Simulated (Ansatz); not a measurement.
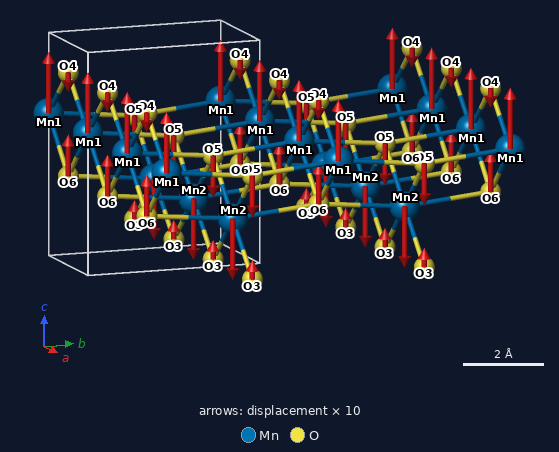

This is a relaxation of solid MnO$_{2}$ (set up in Pmmn) (coarse preliminary run). The starting structure is drawn; red arrows show the displacements (the part carried along by the change of the cell is left out), magnified 10 times.

Style: ball-and-stick. Shown: the cell of the calculation, repeated 3 × 2 × 1 with one cell outlined, slightly off an axis.

Case: 2 of 2 Li taken out, relaxed.

Level of theory: Ansatz, DFT PBE+U+D3(BJ), scalar-relativistic, plane waves, PAW. Settings: plane-wave cutoff 420 eV; k-point mesh 6 × 4 × 4; occupations gaussian; smearing width 0.1 eV; U Mn 3.9 eV; collinear spin; cell and atoms relaxed; force threshold 0.0325 eV/Å; at most 70 steps.

### What happened in the run?

Over 7 accepted moves (10 points after the start) the energy falls by 200 meV per atom. The largest force component goes from 1.6 to 0.008 eV/Å. Pressure: −8.20 GPa at the start and 0.00 GPa at the end. The line search rejected the trial step at point 4 of the run. The SCF was repeated twice at an unchanged geometry on a basis and grid sized afresh for the cell, which shifted the energy by 1.6 meV per atom at most. The largest moves relative to the cell, 0.16 Å, are those of Mn1 and Mn2. Mn2 goes along −c. By element the largest moves are Mn 0.16 Å, O 0.11 Å. Cell: a 2.836 → 2.896 Å (+2.1 %), b 4.631 → 3.854 Å (−16.8 %), c 5.734 → 5.829 Å (+1.6 %). Volume −13.6 %. Near-neighbour distances that change, for instance: Mn1–O5 2.326 → 1.989 Å, Mn1–O4 1.923 → 1.826 Å, Mn1–O6 1.967 → 2.039 Å. Among the angles between lasting bonds that change: O6–Mn2–O6 169.0° → 151.4°, Mn2–O6–Mn2 169.0° → 151.4°, O3–Mn2–O3 95.1° → 104.9°. The space group stays Pmmn (No. 59).
